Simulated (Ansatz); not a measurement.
## Run report: Ti$_{12}$HO$_{24}$ (charge +1), geometry relaxation (part 3 of 3)

Ti$_{12}$HO$_{24}$ (defect cell, 37 atoms in the cell, total charge +1); DFT PBEsol, scalar-relativistic, plane waves, PAW, no spin polarisation (Ansatz 0.2.0); cutoff 420 eV, 2×2×2 k-mesh, Gaussian smearing of 0.02 eV. The structure derives from a Materials Project entry. It belongs to a series of runs on one base structure; here: H interstitial, charge +1, atoms relaxed.

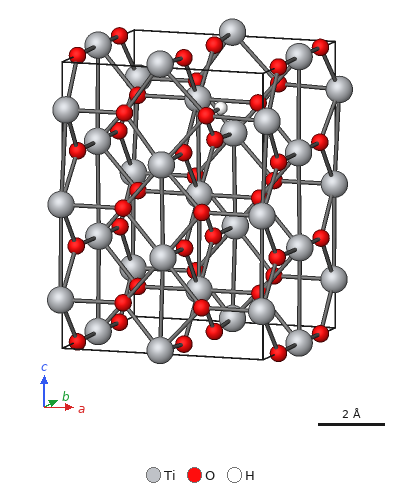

Fig. 1: The geometry at step 7 of the log (ball-and-stick view of the cell of the calculation, seen slightly off an axis).

Trajectory as extended XYZ (Å, eV, eV/Å), 5 of the 12 frames kept, from step=1 to step=12:
```
37
Lattice="-4.5912 -4.5912 0.0000 -4.5912 4.5912 0.0000 0.0000 0.0000 -8.8170" Properties=species:S:1:pos:R:3:forces:R:3 step=1 energy=-43222.25271
Ti   -2.2956    2.2956   -5.8780   -0.3617  -0.3292   0.9864
Ti   -2.2956    2.2956   -2.9390    0.0268   0.0092  -0.2874
Ti   -2.2956    2.2956   -8.8170   -1.2058   0.1745  -0.7626
Ti   -2.2956   -2.2956   -5.8780    0.6331   0.5809   1.5060
Ti   -2.2956   -2.2956   -2.9390   -0.0203  -0.0024  -0.2963
Ti   -2.2956   -2.2956   -8.8170    1.8119   0.0018  -1.3199
Ti   -4.5912    0.0000   -4.4085    0.0078  -0.0247   0.3127
Ti   -4.5912    0.0000   -1.4695   -0.4821   0.4978  -1.2852
Ti   -4.5912    0.0000   -7.3475   -0.0736   1.3438   1.0388
Ti    0.0000    0.0000   -4.4085   -0.0059   0.0248   0.2979
Ti    0.0000    0.0000   -1.4695    0.3798  -0.4554  -1.1381
Ti    0.0000    0.0000   -7.3475   -0.3516  -1.6480   0.9403
O    -5.9890   -1.3978   -4.4085   -0.0372  -0.0355  -0.1216
O    -5.9890   -1.3978   -1.4695    0.1398  -0.0044   0.3339
O    -5.9890   -1.3978   -7.3475    0.9489  -0.2101  -0.4553
O    -1.3978   -1.3978   -4.4085   -0.1256  -0.1136  -0.2206
O    -1.3978   -1.3978   -1.4695   -0.1222   0.0429   0.4465
O    -1.3978   -1.3978   -7.3475   -0.0793   0.0278  -0.1850
O    -0.8979    0.8979   -5.8780    0.0793   0.0767  -0.3694
O    -0.8979    0.8979   -2.9390    0.0591  -0.0617   0.1324
O    -0.8979    0.8979   -8.8170    0.4139   1.0472   0.5879
O    -5.4891    0.8979   -5.8780   -0.1568  -0.0214  -0.4169
O    -5.4891    0.8979   -2.9390    0.0811  -0.0904   0.1895
O    -5.4891    0.8979   -8.8170   -0.1144   0.0082   0.1841
O    -3.6934    3.6934   -2.9390   -0.0896   0.0949   0.1700
O    -3.6934    3.6934    0.0000    0.0383   0.0810   0.1973
O    -3.6934    3.6934   -5.8780    0.0465   0.1392  -0.4203
O    -3.6934   -0.8979   -2.9390   -0.0456   0.0458   0.1439
O    -3.6934   -0.8979    0.0000   -0.2766  -1.4114   0.6927
O    -3.6934   -0.8979   -5.8780    0.0147  -0.1695  -0.3795
O    -3.1935    1.3978   -4.4085    0.0618   0.0600  -0.1560
O    -3.1935    1.3978   -1.4695    0.0397  -0.1366   0.3834
O    -3.1935    1.3978   -7.3475   -0.0034  -0.1126  -0.1804
O    -3.1935   -3.1935   -4.4085    0.0700   0.0685  -0.1691
O    -3.1935   -3.1935   -1.4695   -0.0920   0.0614   0.4111
O    -3.1935   -3.1935   -7.3475   -1.6195   0.5661  -0.9033
H    -4.4560   -2.3329   -8.0797    0.4106  -0.1253   0.1123
37
Lattice="-4.5912 -4.5912 0.0000 -4.5912 4.5912 0.0000 0.0000 0.0000 -8.8170" Properties=species:S:1:pos:R:3:forces:R:3 step=4 energy=-43223.83695
Ti   -2.2834    2.2729   -5.8679    0.3521   0.1539  -0.5157
Ti   -2.2996    2.2770   -2.9421   -0.0287  -0.0116   0.1644
Ti   -2.3367    2.3009   -8.8324    0.6307  -0.1564   0.3224
Ti   -2.3307   -2.2543   -5.8591    0.1851   0.2833   0.5693
Ti   -2.2985   -2.2811   -2.9589   -0.1165  -0.1138   0.0656
Ti   -2.2022   -2.2841   -8.8954    0.3686   0.4776  -0.7403
Ti   -4.6165    0.0028   -4.3984   -0.0225   0.0159   0.1000
Ti   -4.6157   -0.0276   -1.4847    0.3520  -0.4752   0.5428
Ti   -4.6087    0.0516   -7.3121    0.0390  -0.5172  -0.5830
Ti    0.0117    0.0041   -4.4047    0.0370   0.0556  -0.0293
Ti    0.0335    0.0271   -1.4837   -0.0625   0.5019   0.5308
Ti   -0.0479   -0.0812   -7.3272   -0.4469  -0.2330  -0.3868
O    -5.9919   -1.4116   -4.4069    0.0546   0.0277   0.0397
O    -6.0202   -1.3947   -1.4753   -0.0631   0.0552  -0.2219
O    -5.9166   -1.4565   -7.3526   -0.7214   0.1526   0.3736
O    -1.4035   -1.3937   -4.4310   -0.1289  -0.1290  -0.2101
O    -1.3988   -1.3470   -1.4806   -0.1871  -0.1872   0.0303
O    -1.4172   -1.4103   -7.3624   -0.0011  -0.0868   0.1534
O    -0.9100    0.8616   -5.8771   -0.0239  -0.0191   0.1878
O    -0.8824    0.8999   -2.9400    0.0218  -0.0033  -0.1129
O    -0.8166    0.9936   -8.7962   -0.4041  -0.8893  -0.4767
O    -5.5605    0.8964   -5.8911   -0.1842   0.1096  -0.0237
O    -5.4963    0.8987   -2.9253   -0.0247   0.1140  -0.1485
O    -5.4994    0.8943   -8.8120   -0.2401   0.2093   0.0724
O    -3.6898    3.6952   -2.9335   -0.0733  -0.0544  -0.1424
O    -3.6923    3.6983    0.0110   -0.0286   0.0582   0.0174
O    -3.6555    3.7169   -5.8998   -0.0624   0.1832  -0.0130
O    -3.7088   -0.9010   -2.9426    0.0089  -0.0406  -0.1031
O    -3.7939   -1.0468    0.0403    0.2852   1.3508  -0.7336
O    -3.6985   -0.8631   -5.8707    0.1651  -0.1088   0.1563
O    -3.2046    1.3931   -4.4161   -0.1445  -0.0031   0.0715
O    -3.1844    1.3451   -1.4503   -0.0414   0.0811  -0.1311
O    -3.1980    1.3847   -7.3551   -0.0959   0.0026   0.0827
O    -3.1998   -3.1750   -4.4177    0.0074   0.0589  -0.0676
O    -3.1509   -3.1917   -1.4834    0.0251  -0.0431  -0.1497
O    -3.4626   -2.9857   -7.4459    2.1881  -2.0844   1.6324
H    -4.0986   -2.4417   -7.9226   -1.6191   1.2659  -0.3234
37
Lattice="-4.5912 -4.5912 0.0000 -4.5912 4.5912 0.0000 0.0000 0.0000 -8.8170" Properties=species:S:1:pos:R:3:forces:R:3 step=7 energy=-43224.46388
Ti   -2.2670    2.2807   -5.8866    0.1131  -0.0680  -0.0061
Ti   -2.3138    2.2902   -2.9573   -0.0856   0.0009  -0.0051
Ti   -2.2865    2.2807   -8.8447    0.1142  -0.0547   0.0039
Ti   -2.2806   -2.2458   -5.8157    0.0429   0.0766  -0.0137
Ti   -2.3082   -2.3043   -2.9624    0.0955   0.0065   0.0220
Ti   -2.2390   -2.2450   -8.9240    0.0991  -0.0120   0.0242
Ti   -4.6118    0.0080   -4.4171    0.0668  -0.0488  -0.0283
Ti   -4.5923   -0.0213   -1.4882    0.0312  -0.0431   0.0456
Ti   -4.5953    0.0677   -7.3572   -0.0073   0.0671  -0.0192
Ti    0.0208    0.0246   -4.4228   -0.0577   0.0361   0.0329
Ti    0.0243    0.0442   -1.4838   -0.0503   0.0486  -0.0261
Ti   -0.0597   -0.1554   -7.3595    0.0420  -0.1385   0.0042
O    -5.9786   -1.4109   -4.4234   -0.0210   0.0210  -0.0149
O    -5.9835   -1.4063   -1.4863    0.0081  -0.0076   0.0339
O    -5.8959   -1.4716   -7.3650   -0.0357   0.0398  -0.0307
O    -1.3973   -1.3974   -4.4224   -0.0203  -0.0280   0.0466
O    -1.3981   -1.3889   -1.5075   -0.0061  -0.0050   0.0063
O    -1.4119   -1.4556   -7.3600    0.0145   0.0192  -0.0207
O    -0.9219    0.8521   -5.8961   -0.0216  -0.0101   0.0270
O    -0.8965    0.8950   -2.9578    0.0262  -0.0217  -0.0014
O    -0.9193    0.8525   -8.8274   -0.0246   0.0195  -0.0455
O    -5.5581    0.8937   -5.9093   -0.0155  -0.0024   0.0128
O    -5.5096    0.8991   -2.9483   -0.0247   0.0362  -0.0344
O    -5.5436    0.9027   -8.8227   -0.0231  -0.0089  -0.0018
O    -3.6931    3.7054   -2.9529    0.0287  -0.0161  -0.0135
O    -3.6733    3.7022   -0.0105   -0.0025   0.0369   0.0167
O    -3.6603    3.7171   -5.9055   -0.0158   0.0063  -0.0077
O    -3.6995   -0.8878   -2.9601   -0.0376   0.0303   0.0085
O    -3.6846   -0.8731   -0.0017    0.0149   0.0117  -0.0943
O    -3.6799   -0.8657   -5.8960   -0.0344   0.0236   0.0197
O    -3.2174    1.4099   -4.4308    0.0253   0.0243   0.0212
O    -3.2037    1.3966   -1.4812   -0.0057   0.0314  -0.0233
O    -3.2160    1.4262   -7.3628   -0.0522  -0.0007   0.0148
O    -3.2085   -3.1679   -4.4231   -0.0284  -0.0376  -0.0148
O    -3.2047   -3.1619   -1.4873   -0.0273  -0.0445   0.0216
O    -3.4027   -3.0714   -7.3758   -0.0451  -0.0219  -0.0893
H    -4.1787   -2.4512   -7.4701   -0.0803   0.0332   0.1290
37
Lattice="-4.5912 -4.5912 0.0000 -4.5912 4.5912 0.0000 0.0000 0.0000 -8.8170" Properties=species:S:1:pos:R:3:forces:R:3 step=9 energy=-43224.48282
Ti   -2.2563    2.2705   -5.8866    0.0660  -0.0305   0.0188
Ti   -2.3280    2.2961   -2.9579   -0.0909   0.0370   0.0032
Ti   -2.2722    2.2725   -8.8463    0.0691  -0.0439  -0.0246
Ti   -2.2722   -2.2336   -5.8159   -0.0256  -0.0486   0.0067
Ti   -2.3039   -2.3157   -2.9601    0.0654  -0.0530  -0.0037
Ti   -2.2383   -2.2393   -8.9227   -0.0375  -0.0584   0.0319
Ti   -4.6067   -0.0008   -4.4200    0.0162  -0.0284   0.0043
Ti   -4.5909   -0.0254   -1.4890    0.0317  -0.0359   0.0029
Ti   -4.5985    0.0776   -7.3618   -0.0160   0.0835  -0.0019
Ti    0.0155    0.0332   -4.4219    0.0181   0.0259   0.0169
Ti    0.0167    0.0502   -1.4868   -0.0009   0.0241  -0.0126
Ti   -0.0375   -0.1698   -7.3623    0.1016  -0.0918   0.0017
O    -5.9783   -1.4095   -4.4264   -0.0089  -0.0021  -0.0189
O    -5.9797   -1.4089   -1.4844   -0.0039  -0.0059   0.0106
O    -5.8899   -1.4727   -7.3681   -0.0134  -0.0059   0.0030
O    -1.3983   -1.3997   -4.4151   -0.0016   0.0141   0.0064
O    -1.3958   -1.3940   -1.5082    0.0025   0.0155  -0.0206
O    -1.4104   -1.4578   -7.3632    0.0416   0.0511   0.0051
O    -0.9255    0.8437   -5.8951   -0.0327   0.0301  -0.0173
O    -0.8973    0.8949   -2.9582    0.0175  -0.0168  -0.0003
O    -0.9250    0.8454   -8.8329   -0.0348   0.0226   0.0006
O    -5.5600    0.8951   -5.9099    0.0111   0.0018  -0.0115
O    -5.5112    0.8995   -2.9529   -0.0225   0.0241  -0.0192
O    -5.5488    0.8995   -8.8231   -0.0033  -0.0035   0.0064
O    -3.6916    3.7067   -2.9549    0.0149  -0.0086  -0.0066
O    -3.6679    3.7054   -0.0123   -0.0118   0.0232   0.0280
O    -3.6600    3.7127   -5.9036   -0.0243   0.0160  -0.0300
O    -3.7007   -0.8868   -2.9593   -0.0246   0.0179  -0.0046
O    -3.6779   -0.8656   -0.0115   -0.0127   0.0387  -0.0221
O    -3.6800   -0.8611   -5.8973    0.0026   0.0054   0.0027
O    -3.2137    1.4105   -4.4297    0.0085   0.0051  -0.0022
O    -3.2064    1.4023   -1.4844   -0.0049   0.0269  -0.0116
O    -3.2199    1.4307   -7.3635   -0.0174  -0.0012   0.0073
O    -3.2110   -3.1680   -4.4278   -0.0071   0.0049  -0.0183
O    -3.2071   -3.1639   -1.4842   -0.0124  -0.0146  -0.0019
O    -3.4160   -3.0638   -7.3790   -0.0951   0.0455   0.0089
H    -4.2009   -2.4432   -7.4271    0.0355  -0.0643   0.0626
37
Lattice="-4.5912 -4.5912 0.0000 -4.5912 4.5912 0.0000 0.0000 0.0000 -8.8170" Properties=species:S:1:pos:R:3:forces:R:3 step=12 energy=-43224.50461
Ti   -2.2383    2.2585   -5.8854    0.0003   0.0020  -0.0075
Ti   -2.3818    2.3118   -2.9590   -0.0002  -0.0018  -0.0027
Ti   -2.2394    2.2595   -8.8499    0.0024   0.0009   0.0106
Ti   -2.2613   -2.2328   -5.8156    0.0012  -0.0058  -0.0081
Ti   -2.2514   -2.3547   -2.9586    0.0013   0.0003  -0.0023
Ti   -2.2605   -2.2343   -8.9187    0.0019  -0.0018   0.0056
Ti   -4.5806   -0.0488   -4.4262    0.0021  -0.0003  -0.0102
Ti   -4.5794   -0.0498   -1.4905    0.0013  -0.0009   0.0038
Ti   -4.6158    0.1188   -7.3669   -0.0016   0.0008   0.0041
Ti    0.0014    0.0662   -4.4245   -0.0003   0.0005  -0.0087
Ti    0.0001    0.0670   -1.4923    0.0002  -0.0001   0.0050
Ti    0.0095   -0.2083   -7.3670    0.0014   0.0031   0.0013
O    -5.9781   -1.4117   -4.4294    0.0012   0.0002   0.0041
O    -5.9783   -1.4116   -1.4882    0.0026   0.0010  -0.0048
O    -5.8842   -1.4752   -7.3674   -0.0013  -0.0013  -0.0004
O    -1.3984   -1.3947   -4.4139    0.0014   0.0024   0.0037
O    -1.3985   -1.3949   -1.5037   -0.0002   0.0015   0.0007
O    -1.4052   -1.4560   -7.3672   -0.0006   0.0005  -0.0023
O    -0.9291    0.8423   -5.9013    0.0027  -0.0031   0.0038
O    -0.9022    0.8966   -2.9590   -0.0007   0.0004   0.0012
O    -0.9292    0.8425   -8.8336    0.0010  -0.0021  -0.0025
O    -5.5616    0.8984   -5.9093   -0.0010   0.0009   0.0020
O    -5.5107    0.8972   -2.9588   -0.0037   0.0032   0.0010
O    -5.5614    0.8983   -8.8254   -0.0029   0.0026  -0.0027
O    -3.6954    3.7137   -2.9589   -0.0007   0.0008   0.0008
O    -3.6573    3.7135   -0.0206   -0.0020   0.0022  -0.0028
O    -3.6569    3.7137   -5.8971   -0.0028   0.0016   0.0031
O    -3.7017   -0.8844   -2.9590    0.0009  -0.0012   0.0023
O    -3.6781   -0.8549   -0.0140    0.0030  -0.0015  -0.0028
O    -3.6779   -0.8546   -5.9036   -0.0007  -0.0001   0.0036
O    -3.2147    1.4108   -4.4319   -0.0029  -0.0013   0.0061
O    -3.2147    1.4108   -1.4859   -0.0039  -0.0028  -0.0054
O    -3.2278    1.4419   -7.3673    0.0032   0.0010  -0.0009
O    -3.2137   -3.1597   -4.4306   -0.0018  -0.0016   0.0034
O    -3.2138   -3.1599   -1.4871   -0.0002  -0.0005  -0.0015
O    -3.4314   -3.0576   -7.3674   -0.0061   0.0058  -0.0014
H    -4.2278   -2.4506   -7.3682    0.0058  -0.0056   0.0008
```

Key numbers:

```tsv
quantity	value
outcome	converged
electrons treated	288
free energy	−43224.5046 eV
Fermi energy	10.102 eV
gap on the k-point mesh	2.48 eV
final volume	371.72 Å³
largest force (length of the vector) at the end	0.011 eV/Å
hardware	8 threads of Intel Xeon @ 2.50GHz (Skylake/Cascade Lake), 192 GiB of memory available, shared host
wall time	90 s (CPU time 11 min)
peak memory	1.6 GiB
```
